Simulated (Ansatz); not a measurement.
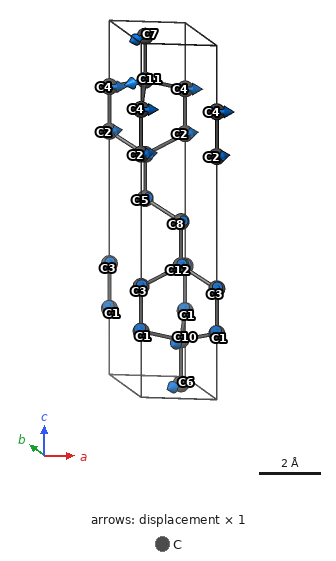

A relaxation of crystalline C (set up in P6_3/mmc). The starting structure is drawn; blue arrows show the displacements (the part carried along by the change of the cell is left out), at their true length.

The picture is a ball-and-stick view of the cell of the calculation, seen slightly off an axis.

The calculation used DFT PBE, scalar-relativistic, plane waves, PAW in Ansatz 0.2.0. Settings: plane-wave cutoff 420 eV; k-point mesh 12 × 12 × 2; occupations gaussian; smearing width 0.05 eV; no spin polarisation.

Question: What happened in the run?

Answer: The largest move relative to the cell is that of a C atom, 0.90 Å along [−3 −2 0]. The volume changes by +1.6 %, with a 2.520 → 2.548 Å (+1.1 %), b 2.520 → 2.428 Å (−3.7 %), c 12.429 → 12.861 Å (+3.5 %), α 90.0° → 92.1°, β 90.0° → 92.4°, γ 120.0° → 118.8°. Near-neighbour distances that change, for instance: C–C 1.545 → 3.037 Å, C–C 2.956 → 1.569 Å, C–C 1.545 → 2.837 Å, C–C 1.545 → 1.630 Å. New bonds form, among them: C–C (2.96 → 1.57 Å). Bonds break, among them: C–C (1.55 → 2.84 Å), C–C (1.55 → 3.04 Å). Among the angles between lasting bonds that change: C–C–C 109.5° → 117.0°, C–C–C 109.5° → 104.3°, C–C–C 109.5° → 104.9°. The space group (tolerance 0.01 Å) goes from P6_3/mmc (No. 194) to P-1 (No. 2).
